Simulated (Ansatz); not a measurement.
# Zr₂SiO₄: single-point calculation (part 2 of 2)

Continued. System: Zr₂SiO₄ (slab, 7 atoms in the cell). Method: DFT PBE+D3(BJ), scalar-relativistic, plane waves, PAW, PAW set soft_1, spin-polarised (Ansatz 0.2.0); cutoff 420 eV, 9×9×1 k-mesh, Gaussian smearing of 0.05 eV, collinear spins. The structure derives from an entry of the Crystallography Open Database.

Geometry of the input (Å; fractional positions):
```
3.5974  0.0000  0.0000
-1.7987  3.1155  0.0000
0.0000  0.0000  21.3728
O  0.0000  0.0000  0.1872
Zr 0.6667  0.3333  0.2215
O  0.3333  0.6667  0.2559
O  0.6667  0.3333  0.3198
Zr 0.3333  0.6667  0.3546
O  0.0000  0.0000  0.3918
Si -0.0000  0.3333  0.5321
```

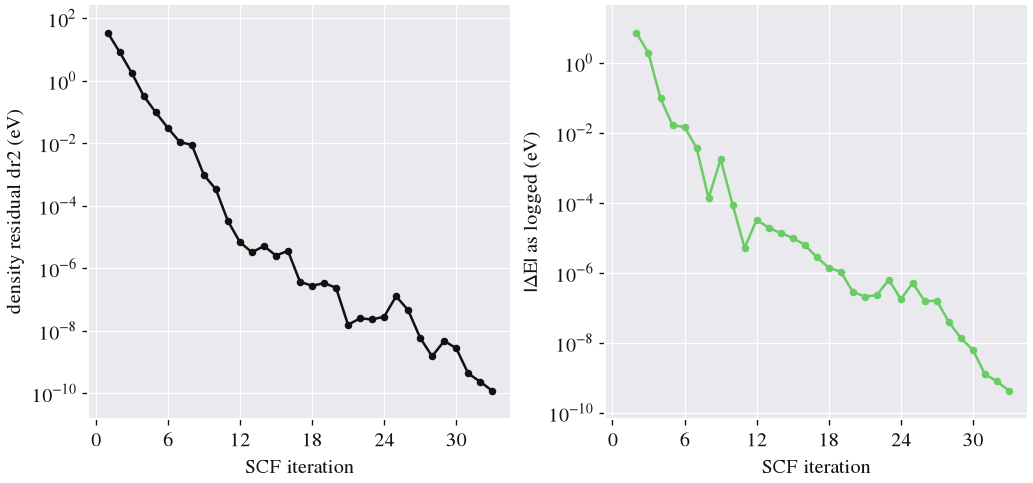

*Convergence of the self-consistent field: density residual dr2 and size of the energy change against the SCF iteration.*

The residual falls unevenly and jumps up by a factor of two or more 2 times on the way down.

```
WARN: the starting moments were not kept: the SCF closed with an absolute magnetisation of 1.2e-4 μB, where they sum to 2 μB in size (1 site). That is at most 0.1 of that sum. Measured as dr2_m measures the in/out step, that magnetisation stands 1.9e-9 eV from none, at or under the dr2_threshold of 1.0e-7 eV: it is no larger than a step whose dr2_m would equal this threshold. The system may hold no moment; this SCF shows only that its start led to no more than that. To try another start: raise the starting moments (crystal.atoms[].spin, magnetization.per_species, magnetization.initial_magnetization, or on a non-collinear deck that types none of these the spinor_matrix: blocks that start its atoms; where the total moment is fixed, keep their sum and leave initial_magnetization as it is; typed ones take the place of any that the run laid by itself, positive ones on a crystal's lanthanoids without a Hubbard term where scf.initial_density.shell_occupations: [] is typed) or, if the notice of its spin-set hold's release reads "site moments contracting" or "site moments show no strong build", lengthen the hold (scf.mixing.spin_hold: { on: { confirm: 4 } }; for m-r²SCAN on two components see the key's manual first). Each may lead to a state that holds a moment. A second SCF, from the converged charge density, with the starting moments and any scf.initial_density.shell_occupations laid on it anew, would have followed, and was not run: the deck does not ask for one (magnetization.retry_lost_moments is false, the default). To let it run, set magnetization.retry_lost_moments: true and run the deck again, where that key's refused combinations let it; where memory then withholds it, that run's warning says so.
WARN: The output density's exchange-correlation potential varies sharply where the density is thin. Do not read a vacuum level from v_tot or v_xc, or from such a field of the output density. On a cell that repeats whose density bears no net charge and no dipole along the vacuum's axis use v_es (v_loc + v_h of the components); under efield.dipole_correction with no amplitude use v_es + v_field, which holds any external_charges[].barrier, or the levels of the report's work_function block, which leave it out; under a non-zero efield.amplitude the vacuum is tilted and has no level; on a cell that repeats and bears such a dipole with no correction it is tilted too, and efield.dipole_correction with no amplitude gives each side of its ramp a level where efield: is served; in a cell that repeats whose density bears a net charge (total_charge, or a fill off its count) it is curved and has none; of a slab under crystal.periodic whose density bears no net charge use v_es, which has a level on each side, short of where the two are joined; of another it falls or rises all the way out and has none; of a slab beside external_charges read slab_vacuum_level instead, which it has where they leave it neutral. The grid or the basis barely resolves most such structure, and the values can differ between equally converged runs; as a rule a tighter scf.convergence.dr2_threshold does not remove it. Where the density itself ripples (under the LDA too) a higher basis.ecutwfc lessens it. The files hold the spikes' plane waves up to the density's cutoff. Files: v_tot_of_output_density and the like, and their columns of v_z.tsv (output.write_potential); v_xc_of_output_density and the like, and their columns of v_comp_z.tsv (output.write_potential_components). Measured: with its Gaussian average of σ = 0.25 Å subtracted twice, the exchange-correlation potential is over 0.1 eV at 3 of the grid points where the equally averaged density (valence and model cores) is under 1e-3 e/Å³, and 0.175 eV at the most among them, at an averaged density of 1.4e-7 e/Å³. The input density's (outcome.potential() and, of a run that writes arrays, v_tot and v_xc) is over 0.1 eV, so measured, at 10 points of its own thin density, 0.223 eV at the most. See output.write_potential in the manual, Limitations
SCF converged after 33 iterations
Magnetization: 0.0001 μB (26.0001 up, 25.9999 down)
Absolute magnetization: 0.0001 μB (∫|ρ↑−ρ↓|, with the PAW one-centre terms)
Spin contamination: 0.0000 ħ² per cell (⟨S²⟩ above its minimum at these occupations)
Per-site moments (μB) at R_I (Å): [(2.0568034690335677e-8, 0.9087267698271186), (4.3177785139085436e-8, 0.8665368589999461), (5.8155194663464095e-8, 0.8707572674008185), (2.705348144341528e-7, 0.8665368589999461), (7.065807886403954e-7, 0.8707572674008185), (4.040014675144036e-6, 0.9171178223998405), (5.80178253964394e-5, 1.3326976747653523)]
Free energy (F): -11280.981845 eV
Harris-Foulkes:  -11280.981845 eV  (|F-HF|=1.09e-10)
Internal energy: -11280.979869 eV  (E = F + TS)
E sigma→0 (E₀):  -11280.980857 eV
Entropy (-TS):   -0.001975 eV (-0.282 meV/atom)
Fermi energy:    1.915462 eV
Dipole field:    D = -0.034314 V/Å  (p = -0.045425 e·Å, saw-weighted, corrected)
Work function:   Φ+ = 4.5663 eV   Φ− = 3.8329 eV
Levels:          The Fermi level and band energies are counted from a zero that moves with the ramp; work functions are not
--- Per-component energies (eV) ---
  E_band       = -726.131734
  E_kinetic    = 1335.828615
  E_local      = -38567.362226  (includes V_loc(G=0)·N_el)
  E_nonlocal   = 374.357231
  E_hartree    = 18633.720042
  E_xc         = -649.997746
  E_vxc        = -775.332041  (∫ρ·V_xc dr)
  E_paw        = -7086.212016  (= ΣΔE_a)
  E_vpaw       = -359.065104  (= ΣTr[D̂ρ^β])
  E_aug_tail   = 0.003110  (compensation charges beyond the density's cutoff)
  E_efield     = 0.000779  (sawtooth field / dipole correction)
  E_vefield    = -2.001596  (∫n·V_field dr)
  E_ewald      = 14680.072235
  E_disp       = -1.389892  (pairwise vdW)
  E_smearing   = -0.001975  (= −TS)
  E_closure    = 0.000000  (closes the sum)
  Σ components = -11280.981845   (vs F -11280.981845, Δ=0.00e0)
--- Forces (eV/Å), atoms counted from 1 ---
  atom   1  O      0.00001917    -0.00052139    -0.57990941
  atom   2  Zr    -0.00086363     0.00045945     0.30712690
  atom   3  O     -0.00200598    -0.00057089     0.25550682
  atom   4  O     -0.01700768     0.00889798     0.01858422
  atom   5  Zr     0.03642322     0.01345478     0.23538850
  atom   6  O     -0.05462710     0.04278325    -0.06080352
  atom   7  Si     0.03806197    -0.06450309    -0.17589285
  max |Σ_I F_I| component: 6.69e-7 eV/Å
--- Band table (eV; the first three rows and the last of 82) ---
  k-point 0 ↑: bands = ["-48.6414", "-48.5937", "-27.0762", "-26.6245", "-26.4663", "-26.4652", "-26.4058", "-26.4054", "-18.1868", "-17.5419", "-16.0077", "-15.9981", "-6.0518", "-5.3546", "-5.3537", "-4.8909", "-4.5585", "-4.5565", "-2.5273", "-2.0192", "-1.9179", "-1.5502", "-1.5460", "-1.1147", "-1.1110", "1.1636", "3.1054", "3.1089", "3.5052", "3.5085", "4.4359", "5.1949", "5.5407", "5.6227"]
  k-point 1 ↑: bands = ["-48.6373", "-48.5907", "-27.0610", "-26.6473", "-26.5101", "-26.4775", "-26.4660", "-26.4147", "-18.0606", "-17.4295", "-16.0930", "-16.0575", "-5.9066", "-5.2621", "-5.1366", "-4.9874", "-4.3889", "-4.2818", "-2.9452", "-2.0820", "-1.8903", "-1.7713", "-1.4002", "-1.1425", "-1.0695", "1.2920", "3.1527", "3.1783", "3.6000", "3.6870", "4.5630", "4.6026", "5.2558", "5.3902"]
  k-point 2 ↑: bands = ["-48.6268", "-48.5831", "-27.0298", "-26.7541", "-26.6172", "-26.5562", "-26.5056", "-26.4371", "-17.7671", "-17.1947", "-16.2506", "-16.1684", "-5.4864", "-5.0792", "-5.0295", "-4.5780", "-4.0762", "-3.9211", "-3.4364", "-2.2814", "-2.1156", "-1.7489", "-1.2153", "-1.1760", "-1.1143", "1.6234", "2.8610", "3.3240", "3.4295", "3.7026", "3.9795", "4.7712", "4.8116", "5.2978"]
  k-point 40 ↓: bands = ["-48.6087", "-48.5704", "-27.0390", "-26.9595", "-26.7254", "-26.6239", "-26.5652", "-26.5073", "-17.4039", "-17.0947", "-16.2130", "-16.1440", "-5.4338", "-4.7300", "-4.5513", "-4.3948", "-3.6043", "-3.2789", "-2.8598", "-2.3429", "-2.1864", "-1.8186", "-1.5602", "-1.2036", "-0.8177", "0.5856", "2.4904", "3.4487", "3.5295", "3.7078", "3.8119", "4.1036", "4.7098", "5.1745"]
--- Löwdin populations: 7 sites ---
  site symbol       q [e]    m [muB]
     0      O      6.7576     0.0000
     1     Zr     10.4637     0.0000
     2      O      6.6697     0.0000
     3      O      6.6686     0.0000
     4     Zr     10.4843     0.0000
     5      O      6.7411     0.0000
     6     Si      3.9848     0.0001
  spilling = 0.004425 (of n_electrons = 52.000000)
```

**File populations.tsv**
```
# site	symbol	l	j	q_up	q_dn
# orbitals = lowdin
# n_electrons = 52.000000
# spilling = 0.004425
0	O	0_2S	-	0.881540	0.881540
0	O	1_2P	-	2.497258	2.497258
1	Zr	0_4S	-	0.984266	0.984266
1	Zr	0_5S	-	0.195563	0.195563
1	Zr	1_4P	-	2.990155	2.990155
1	Zr	2_4D	-	1.061887	1.061887
2	O	0_2S	-	0.858503	0.858503
2	O	1_2P	-	2.476340	2.476340
3	O	0_2S	-	0.858626	0.858626
3	O	1_2P	-	2.475685	2.475685
4	Zr	0_4S	-	0.984156	0.984156
4	Zr	0_5S	-	0.204627	0.204626
4	Zr	1_4P	-	2.990676	2.990676
4	Zr	2_4D	-	1.062685	1.062683
5	O	0_2S	-	0.887465	0.887464
5	O	1_2P	-	2.483105	2.483102
6	Si	0_3S	-	0.961655	0.961650
6	Si	1_3P	-	1.030805	1.030712
```

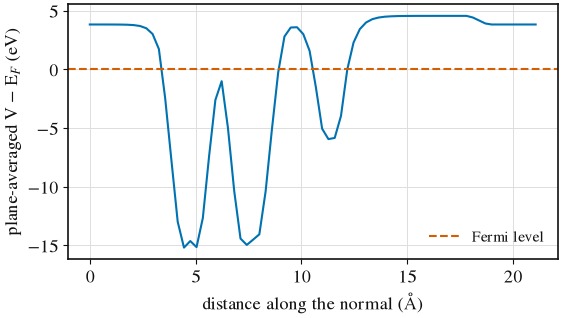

*Plane average of the electrostatic potential energy of an electron across the cell, from the Fermi level.*

The vacuum level lies 4.57 eV above the Fermi level on the upper side and 3.83 eV on the lower.

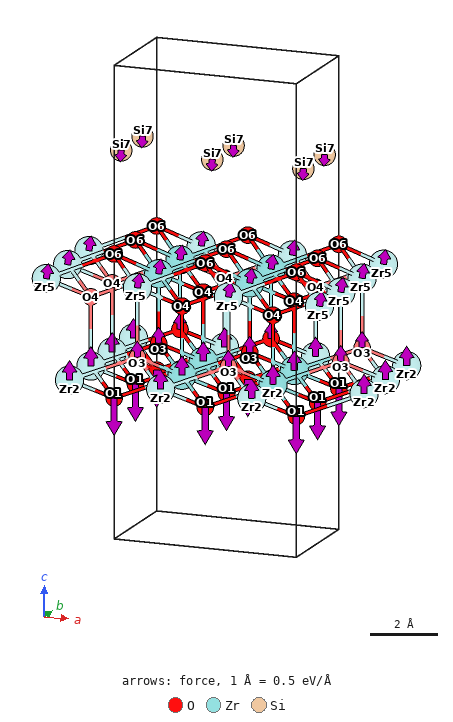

*Forces on the atoms as pink arrows (ball-and-stick view of the 2 × 2 repeat of the cell, with the vacuum cut short, seen slightly off an axis; neighbours outside the cell are drawn fainter; atoms are numbered from 1 in the order of the input); the smallest are left out.*

The largest act on O1 (0.58 eV/Å); Zr2 (0.31 eV/Å); O3 (0.26 eV/Å); Zr5 (0.24 eV/Å), among others. The geometry is not a stationary point of this energy.

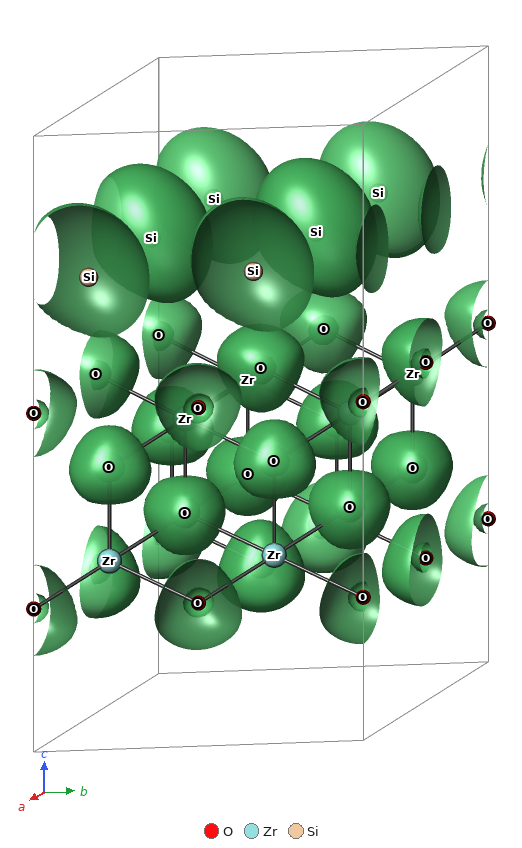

*Isosurface of the ELF at 0.65 (green), seen slightly off an axis. Core shells and regions of very low density are left out. Sticks mark near contacts.*

Profiles from the grid: Zr–O (2.10 Å): the ELF peaks at about 0.85 in the valence shell of O, 0.6 Å from its nucleus, and drops to about 0.25 between the two atoms (no shared pair; the contact is polar). In a PAW calculation such maps are meaningful between the atoms, not at the nuclei.

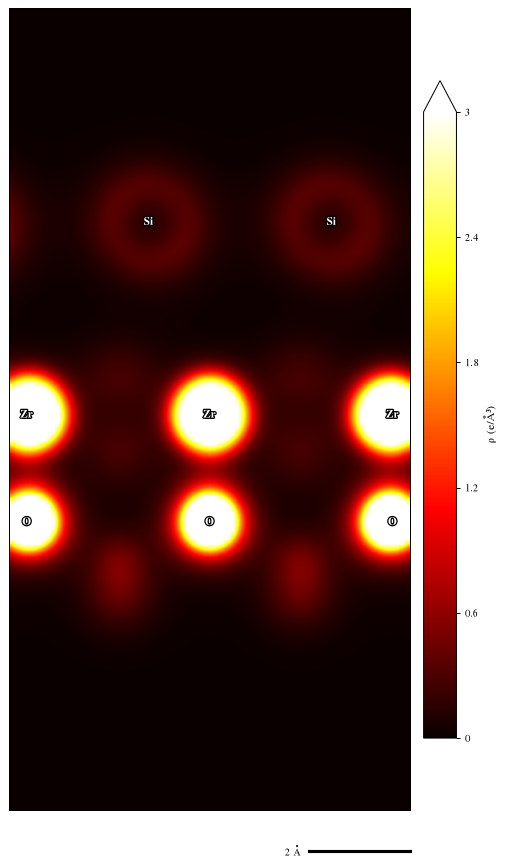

*Valence pseudo-density on the (11̄0) plane of the calculation cell, a cut from vacuum to vacuum.*

The section cuts through O, Zr and Si sites. Zr–O (2.11 Å): the density is about 0.68 e/Å³ at the midpoint. The density dies away to nearly zero in the vacuum.

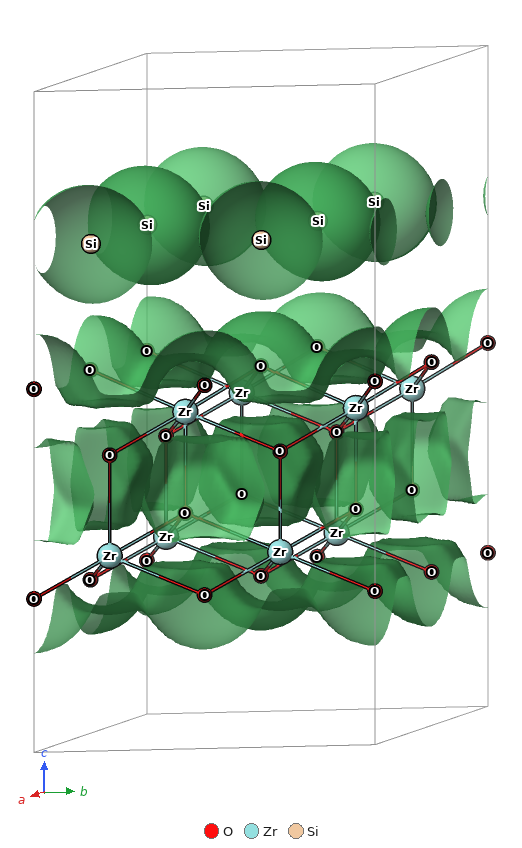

*Isosurface of the valence pseudo-density at 0.15 e/Å³ (green), seen slightly off an axis. Sticks mark near contacts.*

At this value the density is joined into sheets; it holds about 90 % of the electrons treated as valence (semicore included). It is pinched off along the Si–O (3.23 Å) contacts. On the grid the lowest density along these lines, outside the cores, is 0.68 e/Å³ (Zr–O, 2.10 Å), 0.07 e/Å³ (Si–O, 3.23 Å) and 0.53 e/Å³ (Zr–O, 2.20 Å).
